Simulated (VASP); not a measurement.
## Run report: ZrS$_{2}$, dielectric calculation (part 1 of 2)

System: ZrS$_{2}$ (P-3m1, 3 atoms in the cell).
Method: Kohn-Sham DFT of a periodic cell, PBE with D3(BJ), VASP PAW PBE potentials, recommended, no spin polarisation (VASP 6.6.1).

The structure derives from a Materials Project entry.

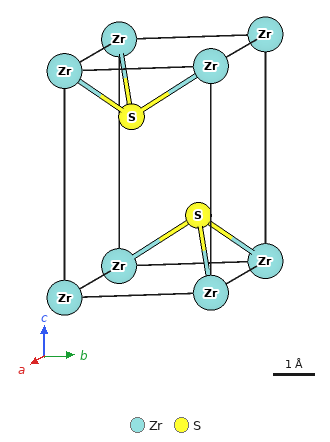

Fig. 1: The structure (ball-and-stick view of the cell of the calculation, seen slightly off an axis). An atom can appear more than once, as a periodic image.

Summary

```json
{"quantity": "outcome", "value": "converged"}
{"quantity": "space group (tolerance 0.01 Å)", "value": "P-3m1 (164)"}
{"quantity": "electrons treated", "value": "24"}
{"quantity": "dispersion energy", "value": "−1.0903 eV"}
{"quantity": "gap on the k-point mesh", "value": "0.68 eV"}
{"quantity": "ε∞ (xx, yy, zz)", "value": "11.91, 11.91, 6.49"}
{"quantity": "hardware", "value": "2 threads of Intel Xeon (Emerald Rapids), 360 GiB of memory available, shared host"}
{"quantity": "wall time", "value": "26 min (CPU time 53 min)"}
{"quantity": "peak memory", "value": "1.3 GiB"}
```

INCAR
```
PREC = Accurate ; ENCUT = 600
EDIFF = 1E-8 ; ISMEAR = 0
SIGMA = 0.03 ; LREAL = F
LASPH = T ; NELM = 80
ALGO = Fast ; ISIF = 2
LWAVE = F ; LCHARG = F
GGA = PE ; IVDW = 12
LEPSILON = T ; KPAR = 2
```

KPOINTS
```
Automatic mesh
0
Gamma
  15 15 7
```

POSCAR
```
ZrS2                                    
1.0
    3.6343349993     -0.0000000000      0.0000000000
   -1.8171674998      3.1474264353     -0.0000000000
    0.0000000000     -0.0000000000      5.7203798889
  Zr              S             
     1     2
Direct
     1.0000000000000000    0.0000000000000000    0.0000000000000000
     0.6666666699999979    0.3333333300000021    0.7446134539813998
     0.3333333300000021    0.6666666699999979    0.2553865460186003
```

Launched with:
```bash
cat potpaw_PBE.64/Zr_sv/POTCAR potpaw_PBE.64/S/POTCAR > POTCAR
mpirun -np 2 vasp_std > vasp.out
```

OSZICAR
```
N       E                     dE             d eps       ncg     rms          rms(c)
DAV:   1     0.191479456113E+03    0.19148E+03   -0.13291E+04  5280   0.156E+03
DAV:   2    -0.123719249860E+02   -0.20385E+03   -0.20127E+03  6856   0.333E+02
DAV:   3    -0.231710363088E+02   -0.10799E+02   -0.10736E+02  9400   0.718E+01
DAV:   4    -0.234011288039E+02   -0.23009E+00   -0.23005E+00  7288   0.931E+00
DAV:   5    -0.234066572929E+02   -0.55285E-02   -0.55283E-02  8624   0.119E+00    0.164E+01
RMM:   6    -0.213238276763E+02    0.20828E+01   -0.49851E+00  5941   0.127E+01    0.782E+00
RMM:   7    -0.213710672780E+02   -0.47240E-01   -0.23866E+00  7264   0.741E+00    0.382E+00
RMM:   8    -0.213910867858E+02   -0.20020E-01   -0.53633E-01  6519   0.481E+00    0.159E+00
RMM:   9    -0.213701234829E+02    0.20963E-01   -0.33587E-01  7467   0.344E+00    0.872E-01
RMM:  10    -0.213642908266E+02    0.58327E-02   -0.79319E-02  8137   0.172E+00    0.435E-01
[... 193 further cycles ...]
RMM:  16    -0.107438729211E+01   -0.23347E-04   -0.41081E-05 11423   0.127E-03    0.500E-03
RMM:  17    -0.107439460179E+01   -0.73097E-05   -0.52959E-05 12361   0.764E-04    0.620E-03
RMM:  18    -0.107438510114E+01    0.95007E-05   -0.55449E-06 10999   0.641E-04    0.500E-03
RMM:  19    -0.107436465990E+01    0.20441E-04   -0.16819E-06 12832   0.125E-03    0.222E-03
RMM:  20    -0.107435479264E+01    0.98673E-05    0.14656E-05 11459   0.738E-04    0.878E-04
RMM:  21    -0.107435091192E+01    0.38807E-05    0.39232E-05 11935   0.447E-04    0.244E-04
RMM:  22    -0.107435011439E+01    0.79753E-06    0.92995E-06 10780   0.262E-04    0.673E-05
RMM:  23    -0.107435076605E+01   -0.65167E-06    0.33289E-06  7131   0.200E-04    0.919E-05
RMM:  24    -0.107435137857E+01   -0.61252E-06   -0.39852E-07  6957   0.198E-04    0.248E-05
RMM:  25    -0.107435152894E+01   -0.15037E-06   -0.11971E-07  5875   0.193E-04    0.736E-06
```

Parts of OUTCAR
```
PREC = Accurate
   ENCUT = 600
   EDIFF = 1E-8
   ISMEAR = 0
   LREAL = F
   LASPH = T
   NELM = 80
   ISIF = 2
   GGA = PE
   IVDW = 12
   LEPSILON = T
 IVDW          = 12
 VDW_S6        =  1.00000000  s6, scaling of the dipole-dipole dispersion
 VDW_S8        =  0.78750002  s8, scaling of the dipole-quadrupole dispersion
 VDW_A1        =  0.42890000  a1, scaling of the critical radii
 VDW_A2        =  4.44070005  a2, offset of the critical radii
 VDW_RADIUS    = 50.20216178  two-body interaction cutoff (in Angstroms)
 VDW_CNRADIUS  = 21.16708996  CN, coordination number cutoff (in Angstroms)

 ion  position               nearest neighbor table
   1  0.000  0.000  0.000-   2 2.56   3 2.56   2 2.56   3 2.56   2 2.56   3 2.56
   2  0.667  0.333  0.745-   1 2.56   1 2.56   1 2.56
   3  0.333  0.667  0.255-   1 2.56   1 2.56   1 2.56

  LATTYP: Found a hexagonal cell.
 ALAT       =     3.6343349993
 C/A-ratio  =     1.5739825553

  Lattice vectors:

 A1 = (   3.6343349993,   0.0000000000,   0.0000000000)
 A2 = (  -1.8171674998,   3.1474264353,   0.0000000000)
 A3 = (   0.0000000000,   0.0000000000,   5.7203798889)

Analysis of symmetry for initial positions (statically):
=====================================================================
 Subroutine PRICEL returns:
 Original cell was already a primitive cell.

 Routine SETGRP: Setting up the symmetry group for a
 hexagonal supercell.

 Subroutine GETGRP returns: Found 12 space group operations
 (whereof 12 operations were pure point group operations)
 out of a pool of 24 trial point group operations.

The static configuration has the point symmetry D_3d.

Analysis of symmetry for dynamics (positions and initial velocities):
=====================================================================
 Subroutine PRICEL returns:
 Original cell was already a primitive cell.

 Routine SETGRP: Setting up the symmetry group for a
 hexagonal supercell.

 Subroutine GETGRP returns: Found 12 space group operations
 (whereof 12 operations were pure point group operations)
 out of a pool of 24 trial point group operations.

The dynamic configuration has the point symmetry D_3d.

 Subroutine INISYM returns: Found 12 space group operations
 (whereof 12 operations are pure point group operations),
 and found     1 'primitive' translations

----------------------------------------------------------------------------------------

                                     Primitive cell

  volume of cell :      65.4343

  direct lattice vectors                    reciprocal lattice vectors
     3.634334999  0.000000000  0.000000000     0.275153501  0.158859948  0.000000000
    -1.817167500  3.147426435  0.000000000     0.000000000  0.317719896  0.000000000
     0.000000000  0.000000000  5.720379889     0.000000000  0.000000000  0.174813565

  length of vectors
     3.634334999  3.634334999  5.720379889     0.317719896  0.317719896  0.174813565

  position of ions in fractional coordinates (direct lattice)
     0.000000000  0.000000000  0.000000000
     0.666666670  0.333333330  0.744613454
     0.333333330  0.666666670  0.255386546

  ion indices of the primitive-cell ions
   primitive index   ion index
                 1           1
                 2           2
                 3           3

----------------------------------------------------------------------------------------

 KPOINTS: Automatic mesh

Automatic generation of k-mesh.
 Grid dimensions read from file:
 generate k-points for:   15   15    7

 Generating k-lattice:

  Cartesian coordinates                     Fractional coordinates (reciprocal lattice)
     0.018343567  0.010590663  0.000000000     0.066666667  0.000000000  0.000000000
     0.000000000  0.021181326  0.000000000     0.000000000  0.066666667  0.000000000
     0.000000000  0.000000000  0.024973366     0.000000000  0.000000000  0.142857143

  Length of vectors
     0.021181326  0.021181326  0.024973366

  Shift w.r.t. Gamma in fractional coordinates (k-lattice)
     0.000000000  0.000000000  0.000000000

 Subroutine IBZKPT returns following result:
 ===========================================

 Found    165 irreducible k-points:

 Following reciprocal coordinates:
            Coordinates               Weight
  0.000000  0.000000  0.000000      1.000000
  0.066667 -0.000000  0.000000      6.000000
  0.133333 -0.000000  0.000000      6.000000
  0.200000 -0.000000  0.000000      6.000000
  0.266667 -0.000000  0.000000      6.000000
  0.333333  0.000000  0.000000      6.000000
  0.400000 -0.000000  0.000000      6.000000
  0.466667 -0.000000  0.000000      6.000000
  0.066667  0.066667  0.000000      6.000000
  0.133333  0.066667  0.000000     12.000000
  0.200000  0.066667  0.000000     12.000000
  0.266667  0.066667  0.000000     12.000000
  0.333333  0.066667  0.000000     12.000000
  0.400000  0.066667  0.000000     12.000000
  0.466667  0.066667  0.000000      6.000000
  0.133333  0.133333  0.000000      6.000000
  0.200000  0.133333  0.000000     12.000000
  0.266667  0.133333  0.000000     12.000000
  0.333333  0.133333  0.000000     12.000000
  0.400000  0.133333  0.000000     12.000000
  0.200000  0.200000  0.000000      6.000000
  0.266667  0.200000  0.000000     12.000000
  0.333333  0.200000  0.000000     12.000000
  0.400000  0.200000  0.000000      6.000000
 [... further k-points ...]
   k-points           NKPTS =    165   k-points in BZ     NKDIM =    165   number of bands    NBANDS=     16
   number of dos      NEDOS =    301   number of ions     NIONS =      3
   total plane-waves  NPLWV =  43200
   dimension x,y,z NGX =    30 NGY =   30 NGZ =   48
   dimension x,y,z NGXF=    60 NGYF=   60 NGZF=   96
   ions per type =               1   2
   NGX,Y,Z   is equivalent  to a cutoff of  13.72, 13.72, 13.95 a.u.
   NGXF,Y,Z  is equivalent  to a cutoff of  27.45, 27.45, 27.90 a.u.
 SYSTEM =  unknown system
   PREC   = accura    normal or accurate (medium, high low for compatibility)
   ISTART =      0    job   : 0-new  1-cont  2-samecut
   ICHARG =      2    charge: 1-file 2-atom 10-const
   ISPIN  =      1    spin polarized calculation?
   LNONCOLLINEAR =      F non collinear calculations
   LSORBIT =      F    spin-orbit coupling
   LASPH  =      T    aspherical Exc in radial PAW
   ENCUT  =  600.0 eV  44.10 Ry    6.64 a.u.   7.26  7.26 11.43*2*pi/ulx,y,z
   NELM   =     80;   NELMIN=  2; NELMDL= -5     # of ELM steps
   EDIFF  = 0.1E-07   stopping-criterion for ELM
   LREAL  =      F    real-space projection
   EDIFFG = 0.1E-06   stopping-criterion for IOM
   NSW    =      0    number of steps for IOM
   IBRION =     -1    ionic relax: 0-MD 1-quasi-New 2-CG
   NFREE  =      0    steps in history (QN), initial steepest desc. (CG)
   ISIF   =      2    stress and relaxation
   ISYM   =      2    0-nonsym 1-usesym 2-fastsym
   POTIM  = 0.5000    time-step for ionic-motion
   TEBEG  =    0.0;   TEEND  =   0.0 temperature during run
   PSTRESS=    0.0 pullay stress
   NELECT =      24.0000    total number of electrons
   NUPDOWN=      -1.0000    fix difference up-down
   EMIN   =  10.00;   EMAX   =-10.00  energy-range for DOS
   EFERMI =   0.00;   METHOD = LEGACY
   ISMEAR =     0;   SIGMA  =   0.03  broadening in eV -4-tet -1-fermi 0-gaus
   EFERMI_NEDOS =   21; number of points for ismear=-14 and -15
   IALGO  =     68    algorithm
   IMIX   =      4    mixing-type and parameters
     AMIX     =   0.40;   BMIX     =  1.00
     AMIX_MAG =   1.60;   BMIX_MAG =  1.00
  volume/ion in A,a.u.               =      21.81       147.19
  Fermi-wavevector in a.u.,A,eV,Ry     =   1.171863  2.214500 18.684370  1.373262
  Thomas-Fermi vector in A             =   2.308300
   LORBIT       =      0    0 simple, 1 ext, 2 COOP (PROOUT), +10 PAW based schemes
   GGA     = PE    functional components
   LHFCALC =     F    Hartree Fock is set to
   AEXX    =    0.0000 exact exchange contribution
   IVDW    =    12    specifies the selected vdW correction
   LEPSILON=     T    determine dielectric tensor
   LRPA    =     F    only Hartree local field effects (RPA)
 non-spin polarized calculation
 RMM-DIIS sequential band-by-band and
 Gauss-broadening in eV      SIGMA  =   0.03
  energy-cutoff  :      600.00
  volume of cell :       65.43
 maximum number of plane-waves:      2219
 NGX is ok and might be reduce to    30
   NGX = 15   NGY = 15   NGZ = 23

--------------------------------------- Ionic step        1  -------------------------------------------

 number of electron      24.0000000 magnetization
```
